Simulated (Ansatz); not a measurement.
Input file:

```
crystal:
  lattice:
    - [0.0, 2.3, 2.3]
    - [2.3, 0.0, 2.3]
    - [2.3, 2.3, 0.0]
  atoms:
    - { symbol: Zr, position: [0.5, 0.5, 0.5] }
    - { symbol: "N", position: [0.0, 0.0, 0.0] }
basis:
  ecutwfc: 420
  fft_grid_basis: typed
kpoints:
  mp_grid: { grid: [12, 12, 12] }
hamiltonian:
  xc: pbe
  pseudopotentials: { kind: paw }
scf:
  occupations: { method: gaussian, width: 0.05 }
output:
  forces: true
  stress: true
  eigenvalues: true
  bader: true
  write_density: true
  volumetric_format: npy
  elf: true
```

Run with:

```sh
ansatz run input.yaml --threads 1 --pin off --max-ram 3072MiB --backend cpu --events-out ev --progress --plain --runs-dir out
```

The picture shows the conventional cell (a = 4.60 Å, b = 4.60 Å, c = 4.60 Å, α = 90.00°, β = 90.00°, γ = 90.00°).

Space group Fm-3m.

These are results of DFT PBE, scalar-relativistic, plane waves, PAW (Ansatz 0.2.0), not measurements.

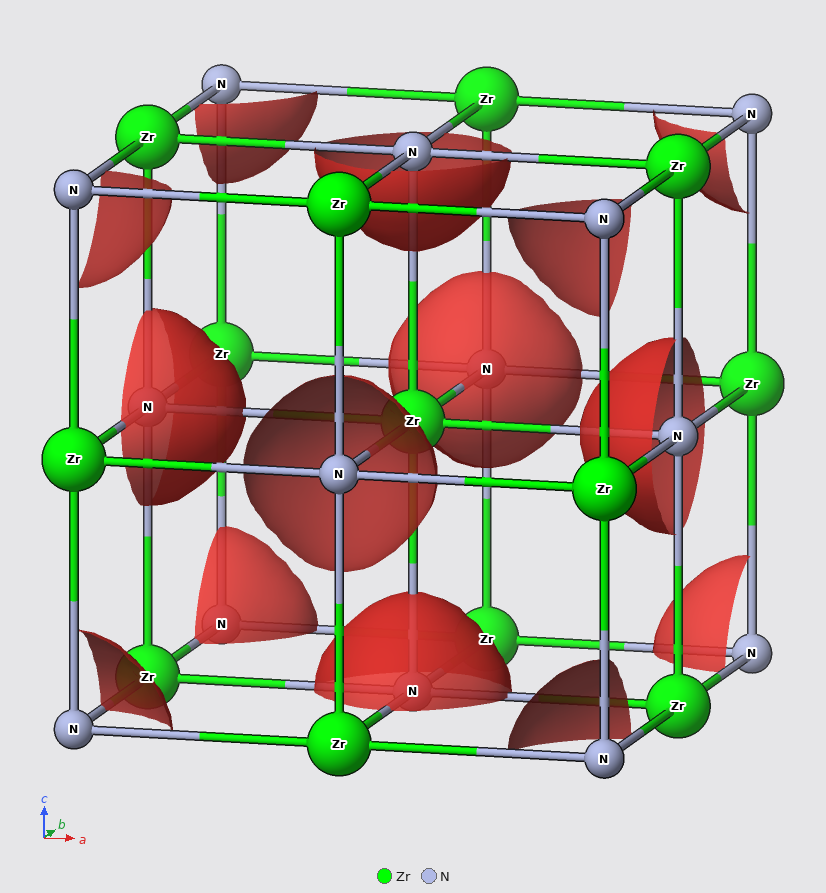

ZrN. Deformation density (self-consistent density less superposed neutral spherical atoms): red surfaces at +0.1, none at −0.1 e/Å³, in the conventional cell seen slightly off an axis (the regions close to the nuclei are left out). Cores are masked to 1.0 Å (Zr) and 0.6 Å (N).

In a PAW calculation such maps are meaningful between the atoms, not at the nuclei.

> Read the map: where is density gained and where lost?

N–Zr (2.30 Å): Δρ is +0.013 e/Å³ at the midpoint (close to a masked core, so read it with care).
- Zr–Zr (3.25 Å): Δρ is −0.02 e/Å³ at the midpoint.
- Over the whole cell, outside the masked cores, the largest gain lies at the edge of the masked core of N, and the largest loss lies at the edge of the masked core of Zr.
- In all about 0.24 e an atom is rearranged against the free atoms.
- Bader charges: Zr +1.89 and N −1.89 e.
